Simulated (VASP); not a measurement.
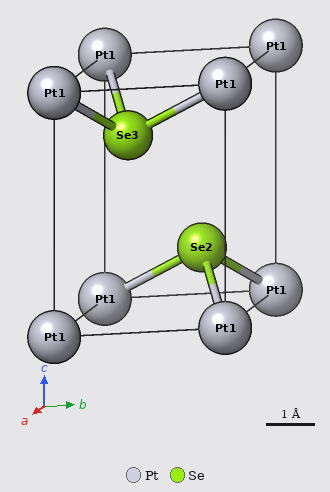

Figure 1. The starting structure (ball-and-stick view of the cell of the calculation, seen slightly off an axis; atoms are numbered from 1 in the order of the input). Near neighbours in the crystal (not all of them lie inside the picture): Pt has 6 Se at 2.49 Å; Se has 3 Pt at 2.49 Å.

**Run report: PtSe₂, geometry relaxation (part 1 of 2)**

The run: geometry relaxation of PtSe₂ (P-3m1, 3 atoms in the cell). Method and program: Kohn-Sham DFT of a periodic cell, LDA, VASP PAW LDA potentials, recommended, no spin polarisation (VASP 6.6.1).

The structure derives from an entry of the Crystallography Open Database.

OSZICAR
```
N       E                     dE             d eps       ncg     rms          rms(c)
DAV:   1     0.114423742111E+03    0.11442E+03   -0.10172E+04  2844   0.129E+03
DAV:   2    -0.128100997665E+02   -0.12723E+03   -0.12453E+03  3625   0.238E+02
DAV:   3    -0.178598258759E+02   -0.50497E+01   -0.50139E+01  3534   0.503E+01
DAV:   4    -0.179018269587E+02   -0.42001E-01   -0.41994E-01  3415   0.494E+00
DAV:   5    -0.179023237979E+02   -0.49684E-03   -0.49683E-03  3513   0.505E-01    0.132E+01
DAV:   6    -0.172477954848E+02    0.65453E+00   -0.49904E+00  2876   0.224E+01    0.765E+00
DAV:   7    -0.170468136230E+02    0.20098E+00   -0.98629E-01  2862   0.108E+01    0.380E+00
DAV:   8    -0.170164188629E+02    0.30395E-01   -0.70090E-02  3128   0.213E+00    0.833E-01
DAV:   9    -0.170130324020E+02    0.33865E-02   -0.88487E-03  3240   0.981E-01    0.220E-01
DAV:  10    -0.170130447690E+02   -0.12367E-04   -0.12562E-03  3359   0.264E-01    0.471E-02
DAV:  11    -0.170130367663E+02    0.80027E-05   -0.76742E-05  3401   0.884E-02    0.259E-02
DAV:  12    -0.170130347410E+02    0.20253E-05   -0.68966E-06  3240   0.236E-02    0.453E-03
DAV:  13    -0.170130345578E+02    0.18319E-06   -0.10316E-06  1599   0.898E-03
   1 F= -.17013035E+02 E0= -.17012720E+02  d E =-.170130E+02
       N       E                     dE             d eps       ncg     rms          rms(c)
DAV:   1    -0.170152231769E+02   -0.21884E-02   -0.14682E-01  2820   0.226E+00    0.179E-01
DAV:   2    -0.170156385425E+02   -0.41537E-03   -0.55700E-03  3520   0.461E-01    0.922E-02
DAV:   3    -0.170156235390E+02    0.15004E-04   -0.13195E-04  3212   0.119E-01    0.506E-02
DAV:   4    -0.170156182234E+02    0.53156E-05   -0.16311E-05  3464   0.437E-02    0.255E-02
DAV:   5    -0.170156174728E+02    0.75057E-06   -0.23165E-06  2320   0.130E-02
   2 F= -.17015617E+02 E0= -.17015254E+02  d E =-.258292E-02
       N       E                     dE             d eps       ncg     rms          rms(c)
DAV:   1    -0.170159950871E+02   -0.37686E-03   -0.10678E-01  2820   0.192E+00    0.150E-01
DAV:   2    -0.170162975412E+02   -0.30245E-03   -0.40918E-03  3513   0.397E-01    0.779E-02
DAV:   3    -0.170162852302E+02    0.12311E-04   -0.10560E-04  3219   0.107E-01    0.430E-02
DAV:   4    -0.170162812284E+02    0.40018E-05   -0.11666E-05  3492   0.367E-02    0.222E-02
DAV:   5    -0.170162806582E+02    0.57020E-06   -0.17270E-06  1991   0.108E-02
   3 F= -.17016281E+02 E0= -.17015868E+02  d E =-.324610E-02
```

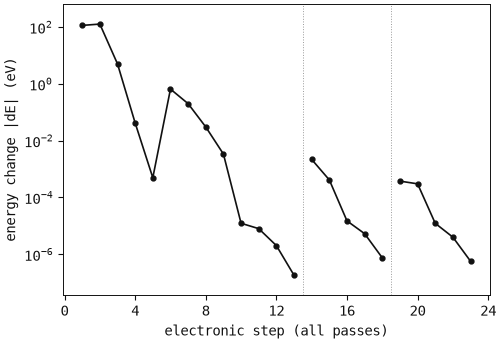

Figure 2. Convergence of the self-consistent field: energy change |dE| against the electronic step. Each stretch between dotted lines is the SCF of one geometry step of a relaxation. The 3 ionic steps take 5 to 13 electronic steps each. The density is held fixed in the first few steps, and dE rises again when its update begins.

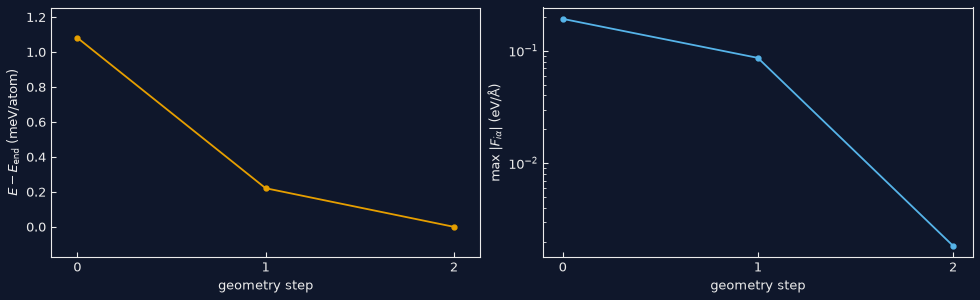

Figure 3. Progress of the relaxation, step by step (steps are counted from 0).

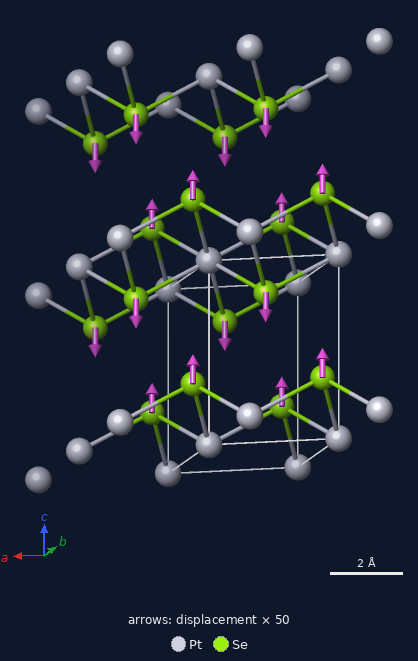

Figure 4. The starting structure with the displacements as pink arrows, magnified 50 times (ball-and-stick view of the cell of the calculation, repeated 2 × 2 × 2, seen at an oblique angle). After 2 geometry steps the energy has fallen by 1.1 meV per atom. The largest force component goes from 0.19 to 0.0018 eV/Å. The largest moves, 0.017 Å, are those of Se2 and Se3. Pt stays in place. The cell doesn't change. Among the contacts that change: Pt1–Se2 2.495 → 2.504 Å. The space group stays P-3m1 (No. 164). (Atoms are counted from 1 in the order of the input.)

Parts of OUTCAR
```
EDIFF = 1E-6
   EDIFFG = -0.01
   ENCUT = 520
   IBRION = 2
   ISIF = 2
   ISMEAR = 0
   LASPH = T
   LREAL = F
   NELM = 100
   NSW = 40
   PREC = Accurate

 ion  position               nearest neighbor table
   1  0.000  0.000  0.000-   2 2.49   3 2.49   2 2.49   3 2.49   3 2.49   2 2.49
   2  0.333  0.667  0.238-   1 2.49   1 2.49   1 2.49
   3  0.667  0.333  0.762-   1 2.49   1 2.49   1 2.49

  LATTYP: Found a hexagonal cell.
 ALAT       =     3.7240000000
 C/A-ratio  =     1.4272556391

  Lattice vectors:

 A1 = (   3.7240000000,   0.0000000000,   0.0000000000)
 A2 = (  -1.8620000000,   3.2250786000,   0.0000000000)
 A3 = (   0.0000000000,   0.0000000000,   5.3151000000)

Analysis of symmetry for initial positions (statically):
=====================================================================
 Subroutine PRICEL returns:
 Original cell was already a primitive cell.

 Routine SETGRP: Setting up the symmetry group for a
 hexagonal supercell.

 Subroutine GETGRP returns: Found 12 space group operations
 (whereof 12 operations were pure point group operations)
 out of a pool of 24 trial point group operations.

The static configuration has the point symmetry D_3d.

Analysis of symmetry for dynamics (positions and initial velocities):
=====================================================================
 Subroutine PRICEL returns:
 Original cell was already a primitive cell.

 Routine SETGRP: Setting up the symmetry group for a
 hexagonal supercell.

 Subroutine GETGRP returns: Found 12 space group operations
 (whereof 12 operations were pure point group operations)
 out of a pool of 24 trial point group operations.

The dynamic configuration has the point symmetry D_3d.

 Subroutine INISYM returns: Found 12 space group operations
 (whereof 12 operations are pure point group operations),
 and found     1 'primitive' translations

----------------------------------------------------------------------------------------

                                     Primitive cell

  volume of cell :      63.8354

  direct lattice vectors                    reciprocal lattice vectors
     3.724000000  0.000000000  0.000000000     0.268528464  0.155034981  0.000000000
    -1.862000000  3.225078600  0.000000000     0.000000000  0.310069962  0.000000000
     0.000000000  0.000000000  5.315100000     0.000000000  0.000000000  0.188143215

  length of vectors
     3.724000000  3.723999997  5.315100000     0.310069962  0.310069962  0.188143215

  position of ions in fractional coordinates (direct lattice)
     0.000000000  0.000000000  0.000000000
     0.333333330  0.666666670  0.238095240
     0.666666670  0.333333330  0.761904760

  ion indices of the primitive-cell ions
   primitive index   ion index
                 1           1
                 2           2
                 3           3

----------------------------------------------------------------------------------------

 KPOINTS: k-points

Automatic generation of k-mesh.
 Grid dimensions read from file:
 generate k-points for:   10   10    8

 Generating k-lattice:

  Cartesian coordinates                     Fractional coordinates (reciprocal lattice)
     0.026852846  0.015503498  0.000000000     0.100000000 -0.000000000  0.000000000
     0.000000000  0.031006996  0.000000000     0.000000000  0.100000000  0.000000000
     0.000000000  0.000000000  0.023517902     0.000000000  0.000000000  0.125000000

  Length of vectors
     0.031006996  0.031006996  0.023517902

  Shift w.r.t. Gamma in fractional coordinates (k-lattice)
     0.000000000  0.000000000  0.000000000

 Subroutine IBZKPT returns following result:
 ===========================================

 Found     94 irreducible k-points:

 Following reciprocal coordinates:
            Coordinates               Weight
  0.000000  0.000000  0.000000      1.000000
  0.100000  0.000000  0.000000      6.000000
  0.200000  0.000000  0.000000      6.000000
  0.300000 -0.000000  0.000000      6.000000
  0.400000 -0.000000  0.000000      6.000000
  0.500000 -0.000000  0.000000      3.000000
  0.100000  0.100000  0.000000      6.000000
  0.200000  0.100000  0.000000     12.000000
  0.300000  0.100000  0.000000     12.000000
  0.400000  0.100000  0.000000     12.000000
  0.200000  0.200000  0.000000      6.000000
  0.300000  0.200000  0.000000     12.000000
  0.400000  0.200000  0.000000      6.000000
  0.300000  0.300000  0.000000      6.000000
  0.000000  0.000000  0.125000      2.000000
  0.100000  0.000000  0.125000      6.000000
  0.000000  0.100000  0.125000      6.000000
  0.200000  0.000000  0.125000      6.000000
  0.000000  0.200000  0.125000      6.000000
  0.300000 -0.000000  0.125000      6.000000
  0.000000  0.300000  0.125000      6.000000
  0.400000 -0.000000  0.125000      6.000000
  0.000000  0.400000  0.125000      6.000000
  0.500000 -0.000000  0.125000      6.000000
 [... further k-points ...]
   k-points           NKPTS =     94   k-points in BZ     NKDIM =     94   number of bands    NBANDS=     15
   number of dos      NEDOS =    301   number of ions     NIONS =      3
   total plane-waves  NPLWV =  31360
   dimension x,y,z NGX =    28 NGY =   28 NGZ =   40
   dimension x,y,z NGXF=    56 NGYF=   56 NGZF=   80
   ions per type =               1   2
   NGX,Y,Z   is equivalent  to a cutoff of  12.50, 12.50, 12.51 a.u.
   NGXF,Y,Z  is equivalent  to a cutoff of  25.00, 25.00, 25.02 a.u.
 SYSTEM =  unknown system
   PREC   = accura    normal or accurate (medium, high low for compatibility)
   ISTART =      0    job   : 0-new  1-cont  2-samecut
   ICHARG =      2    charge: 1-file 2-atom 10-const
   ISPIN  =      1    spin polarized calculation?
   LNONCOLLINEAR =      F non collinear calculations
   LSORBIT =      F    spin-orbit coupling
   LASPH  =      T    aspherical Exc in radial PAW
   ENCUT  =  520.0 eV  38.22 Ry    6.18 a.u.   6.92  6.92  9.88*2*pi/ulx,y,z
   NELM   =    100;   NELMIN=  2; NELMDL= -5     # of ELM steps
   EDIFF  = 0.1E-05   stopping-criterion for ELM
   LREAL  =      F    real-space projection
   EDIFFG = -.1E-01   stopping-criterion for IOM
   NSW    =     40    number of steps for IOM
   IBRION =      2    ionic relax: 0-MD 1-quasi-New 2-CG
   NFREE  =      1    steps in history (QN), initial steepest desc. (CG)
   ISIF   =      2    stress and relaxation
   ISYM   =      2    0-nonsym 1-usesym 2-fastsym
   POTIM  = 0.5000    time-step for ionic-motion
   TEBEG  =    0.0;   TEEND  =   0.0 temperature during run
   PSTRESS=    0.0 pullay stress
   NELECT =      22.0000    total number of electrons
   NUPDOWN=      -1.0000    fix difference up-down
   EMIN   =  10.00;   EMAX   =-10.00  energy-range for DOS
   EFERMI =   0.00;   METHOD = LEGACY
   ISMEAR =     0;   SIGMA  =   0.05  broadening in eV -4-tet -1-fermi 0-gaus
   EFERMI_NEDOS =   21; number of points for ismear=-14 and -15
   IALGO  =     38    algorithm
   IMIX   =      4    mixing-type and parameters
     AMIX     =   0.40;   BMIX     =  1.00
     AMIX_MAG =   1.60;   BMIX_MAG =  1.00
  volume/ion in A,a.u.               =      21.28       143.59
  Fermi-wavevector in a.u.,A,eV,Ry     =   1.147789  2.169006 17.924570  1.317419
  Thomas-Fermi vector in A             =   2.284467
   LORBIT       =      0    0 simple, 1 ext, 2 COOP (PROOUT), +10 PAW based schemes
   GGA     = CA    functional components
   LHFCALC =     F    Hartree Fock is set to
   AEXX    =    0.0000 exact exchange contribution
   IVDW    =     0    specifies the selected vdW correction
   LEPSILON=     F    determine dielectric tensor
   LRPA    =     F    only Hartree local field effects (RPA)
 conjugate gradient relaxation of ions
 non-spin polarized calculation
 Gauss-broadening in eV      SIGMA  =   0.05
  energy-cutoff  :      520.00
  volume of cell :       63.84
 maximum number of plane-waves:      1740
   NGX = 13   NGY = 13   NGZ = 19

--------------------------------------- Ionic step        1  -------------------------------------------

 number of electron      21.9999997 magnetization

 Free energy of the ion-electron system (eV)
  ---------------------------------------------------
  ext. energy  EPLUGINS =         0.00000000
  ---------------------------------------------------
  free energy    TOTEN  =       -17.01303456 eV

  energy without entropy =      -17.01240626  energy(sigma->0) =      -17.01272041

------------------------ aborting loop because EDIFF is reached ----------------------------------------
```
